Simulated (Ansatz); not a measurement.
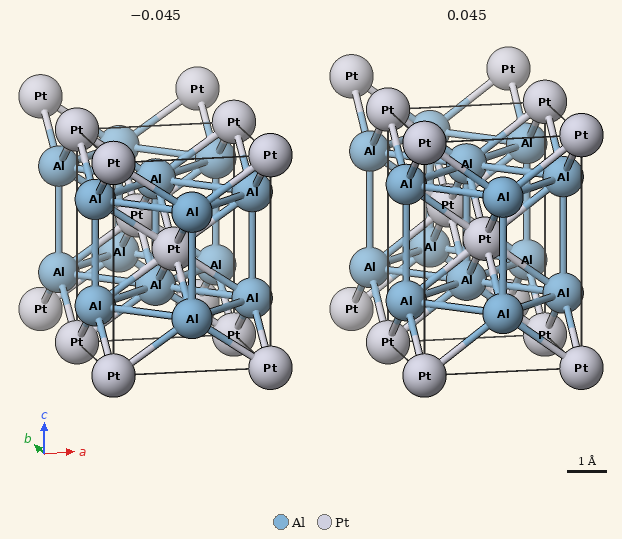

Crystalline Al2Pt (set up in Fm-3m), under strain along c alone (the other axes held, atoms fixed by symmetry), with energies (extrapolated to zero smearing) counted from the relaxed crystal, which is the row at zero; the cubic crystal is set up in a tetragonal cell with a = a(cubic)/√2 and c = a(cubic). The picture shows the first and the last member. A ball-and-stick model of the cell of the calculation, repeated 1 × 2 × 1 with one cell outlined, seen slightly off an axis.

Computed with Ansatz 0.2.0: DFT PBEsol, scalar-relativistic, plane waves, PAW. Set-up: plane-wave cutoff 420 eV; k-point mesh 8 × 8 × 6; occupations gaussian; smearing width 0.1 eV; no spin polarisation.

| strain | energy (meV/atom) | a (Å) | c (Å) |
| --- | --- | --- | --- |
| −0.045 | 20.34 | 4.169 | 5.631 |
| −0.03 | 8.46 | 4.169 | 5.720 |
| −0.015 | 1.99 | 4.169 | 5.808 |
| 0.0 | 0.00 | 4.169 | 5.897 |
| 0.015 | 1.91 | 4.169 | 5.985 |
| 0.03 | ? | ? | ? |
| 0.045 | 17.94 | 4.169 | 6.162 |

Estimate the missing row from the others, and compare with the calculation.

A parabola through three neighbouring rows (0.0, 0.015, 0.045) gives, with Lagrange weights, (−0.3333)(0.00) + (1.0000)(1.91) + (0.3333)(17.94) = 7.89 meV/atom. The calculation gives 7.90 meV/atom (a = 4.169 Å, c = 6.073 Å). The estimate is 0.01 meV/atom too low. From the first member to the last: Al–Al 2.816 → 3.081 Å, Al–Pt 2.516 → 2.592 Å.

The whole series:

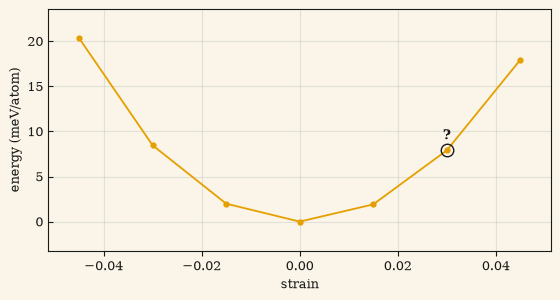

Each member starts from this one structure; whether another phase lies lower wasn't checked.
